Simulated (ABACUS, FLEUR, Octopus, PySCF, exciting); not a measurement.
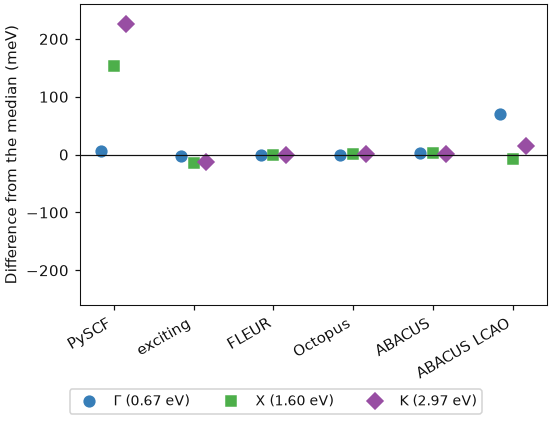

Lowest conduction level at each named k point, counted from the valence-band top at L, for rocksalt AgBr, space group Fm-3m, 2 atoms in the primitive cell; cubic a = 5.740 Å. Six runs by five programs used PBE (no spin polarisation, no spin-orbit coupling) on the same cell and 8×8×8 k mesh. The plot shows each result less the median of the plane-wave, real-space and all-electron runs, which the legend gives.

Question: How well do the programs agree?

Answer: The plane-wave, real-space and all-electron programs (exciting, Octopus, FLEUR and ABACUS) agree within 18 meV at these points; some share their pseudopotentials, which pulls the median their way. PySCF departs by up to +227 meV (at K) and ABACUS LCAO departs by up to +71 meV (at Γ). At a point that isn't plotted the departure is larger: +629 meV for PySCF at L.

| program | kind | valence electrons | Γ (eV) | X (eV) | K (eV) |
| --- | --- | --- | --- | --- | --- |
| PySCF | local basis | 18 | 0.677 | 1.755 | 3.193 |
| exciting | all-electron | – | 0.669 | 1.586 | 2.954 |
| FLEUR | all-electron | – | 0.671 | 1.600 | 2.966 |
| Octopus | real-space grid | 26 | 0.671 | 1.602 | 2.967 |
| ABACUS | plane waves | 26 | 0.673 | 1.603 | 2.968 |
| ABACUS LCAO | local basis | 26 | 0.742 | 1.594 | 2.982 |

Settings. DZVP-MOLOPT-SR/GTH-PBE (potentials made for PBE), 8×8×8 k mesh in the self-consistent step, Fermi-Dirac smearing of 0.05 eV (PySCF). all-electron LAPW+lo, shipped species files, valence relativity iora*, Fermi-Dirac smearing of 0.05 eV (exciting). all-electron, Fermi-Dirac smearing of 0.05 eV (FLEUR MaX-R8.1 (later development tree)). pseudodojo_pbe (PseudoDojo 0.5, PBE), Fermi-Dirac smearing of 0.05 eV (Octopus 16.4). PseudoDojo NC SR 0.4.1 PBE standard, 1116 eV cutoff, Fermi-Dirac smearing of 0.05 eV (ABACUS). PseudoDojo NC SR 0.4.1 PBE standard, DZP LCAO (the cutoffs set its grid) basis, Fermi-Dirac smearing of 0.05 eV (ABACUS 3.10.1).

Spin-orbit coupling is left out, which matters for Br. LDA, GGA and most meta-GGA functionals understate gaps. PySCF and ABACUS LCAO: the basis of atomic orbitals isn't converged, which shifts gaps and empty levels. ABACUS LCAO: the atomic orbitals were generated for these runs and aren't a published set.
